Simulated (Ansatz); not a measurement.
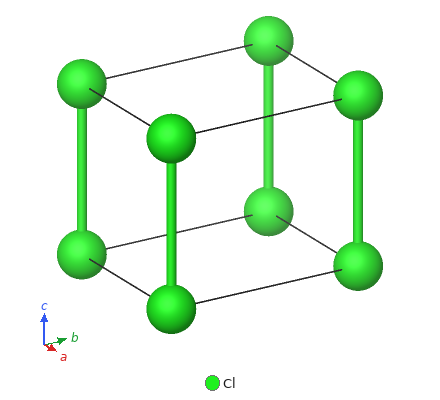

The structure; the drawing may span several cells.

Structure (in its standard cell), the geometry relaxed with Ansatz, DFT PBEsol, scalar-relativistic, plane waves, PAW; the starting structure was generated, so it need not be a known form of this composition:

Space group P6/mmm (No. 191). a = 3.658 Å, b = 3.658 Å, c = 2.258 Å, α = 90.00°, β = 90.00°, γ = 120.00°
```json
{"atom": "Cl", "site": "1a", "symmetry": "6/mmm", "x": "0.0000", "y": "0.0000", "z": "0.0000"}
```

Q: What does the kinematic electron diffraction pattern along [102] look like at 80 kV (B = 0.3 Å²)?

A: The spots form a rectangular net whose two shortest vectors correspond to d = 3.17 Å and 1.42 Å, 90.0° apart. They are 0 -1 0 and -2 1 1. The pattern has symmetry 2mm. No reflection of this zone is absent.

Strongest reflections with d > 0.80 Å, one of each family (|F|² from tabulated Gaussian fits of the electron scattering factors, times a small damping for the curvature of the Ewald sphere):

```csv
hkl,d (Å),I (strongest = 100)
0 1 0,3.168,100
0 2 0,1.584,26
2 -1 -1,1.421,19
2 0 -1,1.297,14
2 1 -1,1.058,7
0 3 0,1.056,7
```

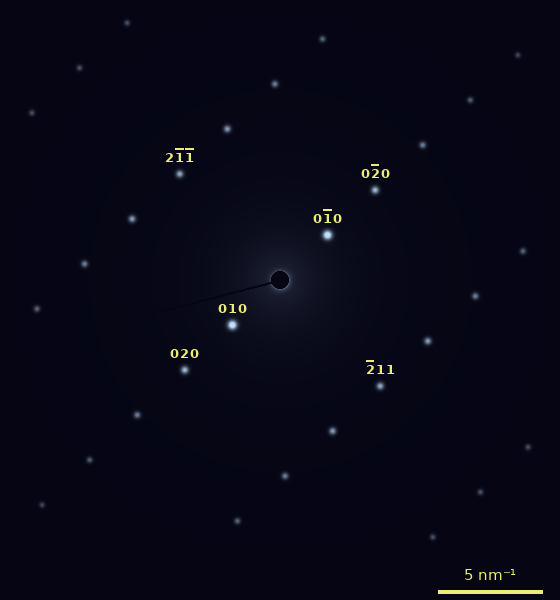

Calculated pattern, seen from the source side with [102] pointing towards the source.
